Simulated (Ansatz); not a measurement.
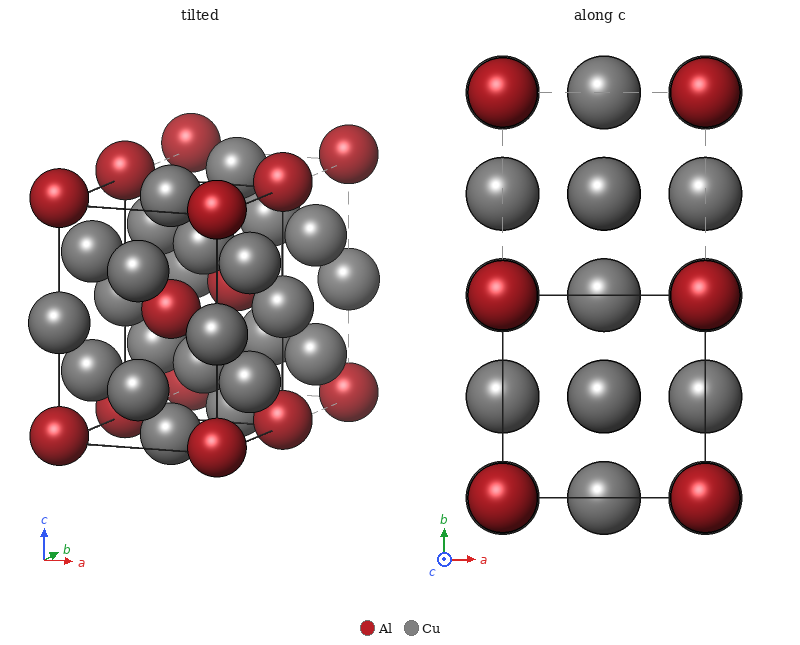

View slightly off an axis and along the c axis, drawn as a spheres-only model. The conventional unit cell (solid box) is repeated to 1×2×1 cells.

The material is AlCu₃. Its lattice is body-centred tetragonal, its space group I4mm (No. 107). With Z = 2, the cell contains 2 Al, 6 Cu. Each Al is bonded to eight Cu in a distorted cubic arrangement. Cu takes two kinds of site: 2a with eight Cu in a cubic arrangement; 4b with four Al and four Cu in a distorted cubic arrangement. Not all metal-metal contacts are counted.

Its origin is a structure listed in the Materials Project. The cell was then strained or its atoms displaced on purpose. A calculation with Ansatz used it as input.

At this level of theory the cell isn't at rest (forces up to 1.3 eV/Å), so its distances can differ from those at equilibrium, the more so the softer the solid.
